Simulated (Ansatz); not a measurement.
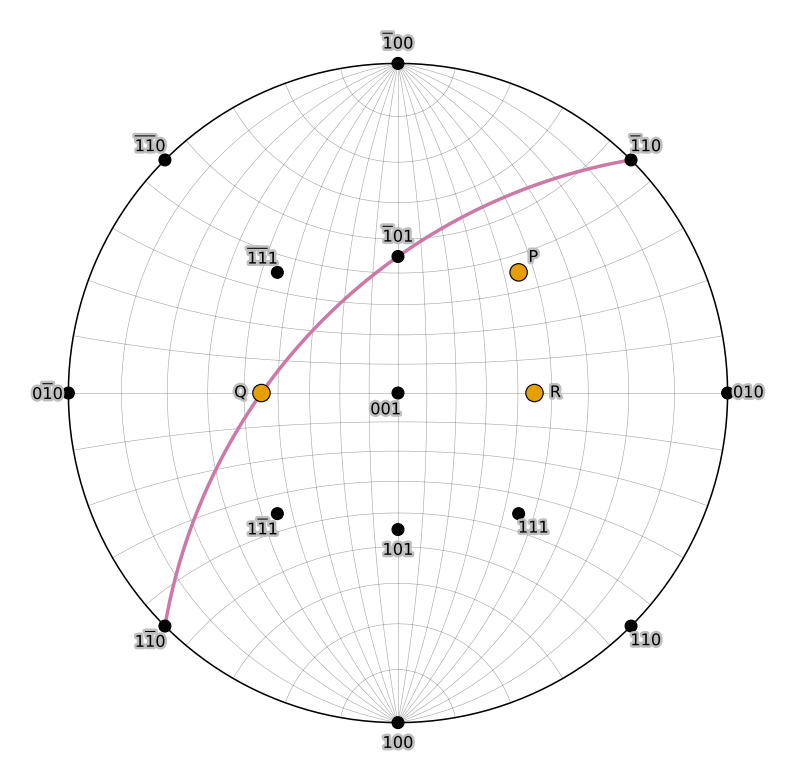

For SrO, the end point of a relaxation (final pressure about 3.9 GPa) with DFT PBEsol, scalar-relativistic, plane waves, PAW in Ansatz; the starting structure was generated, so it need not be a known form of this composition: stereographic projection of plane normals (upper hemisphere) centred on (0 0 1). Symmetry computed with spglib at a tolerance of 0.002 Å; standard conventional cell.

a = 5.447 Å, b = 5.447 Å, c = 5.447 Å, α = 90.00°, β = 90.00°, γ = 90.00°.

Index the poles marked P, Q, R.

Answer. P is (−1 1 1), 54.7° from the centre; Q is (0 −1 1), 45.0° from the centre; R is (0 1 1), 45.0° from the centre.

Which zone does the coloured great circle trace?

Answer. The zone [1 1 1]: its poles satisfy h + k + l = 0.

What is the angle between the normals of (0 1 0) and (−1 1 1), and what are their d_hkl = 1/|g|?

Answer. 54.7°; d = 5.447 Å and 3.145 Å.
